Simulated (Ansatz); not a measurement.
# PbO: what the fields show

```
Pb O
1.0
     3.97005    3.97005    0.00000
    -4.00995    4.00995    0.00000
     0.00000    0.00000    5.01000
Pb O
4 4
Direct
  0.00000 0.75000 0.76013
  0.50000 0.25000 0.76013
  0.00000 0.25000 0.23987
  0.50000 0.75000 0.23987
  0.25000 0.00000 0.00000
  0.75000 0.50000 0.00000
  0.25000 0.50000 0.00000
  0.75000 0.00000 0.00000
```

Space group Cmme; computed pressure about 3 GPa in this cell.

The calculation used Kohn-Sham DFT of a periodic cell, PBE, Ansatz PAW (Ansatz).

The density is the valence pseudo-density of a PAW calculation; it isn't the true density close to the nuclei.

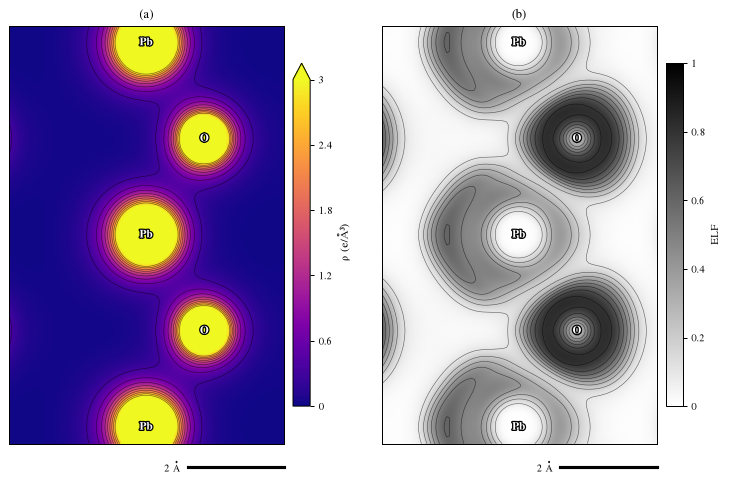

Figure 1. (a) valence charge density (pseudo); (b) electron localisation function on the (11̄0) plane of the conventional cell.

What do the fields say about this system?

The section cuts through Pb and O sites. Pb–O (2.33 Å): the density is about 0.45 e/Å³ at the midpoint; the ELF peaks at about 0.85 in the valence shell of O, 0.6 Å from its nucleus, and drops to about 0.20 between the two atoms. Between the atoms the lowest density in this plane is 0.01 e/Å³.

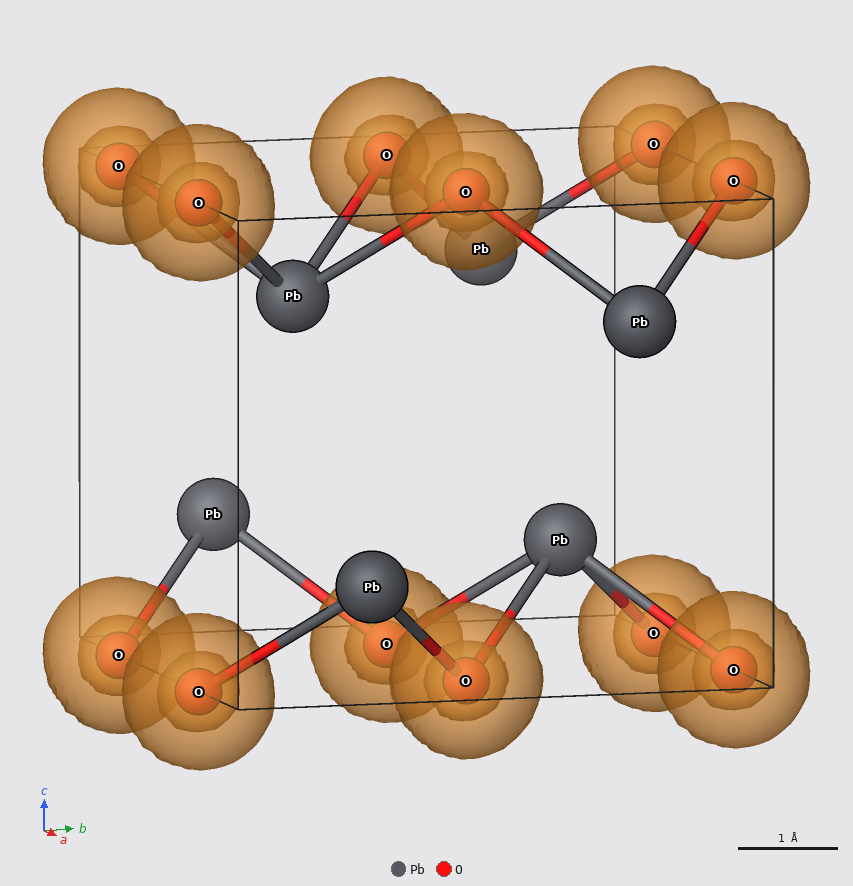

Figure 2. Isosurface of the ELF at 0.75 (orange), seen slightly off an axis. Only the valence region is drawn (cores and ρ < 0.01 e/Å³ removed). Sticks mark near contacts.

Identify the bonds, lone pairs and shells in this picture.

The ELF exceeds this value in four regions wrapped around O (the valence shell of each), counted in one cell of 8 atoms. Any copies at cell faces, edges or corners count once.

Does the calculation make it a metal, or give it a gap?

It is gapped, with a Kohn–Sham gap of 1.1 eV on the k-point mesh (the band edges may lie off the mesh, which would make the gap smaller).
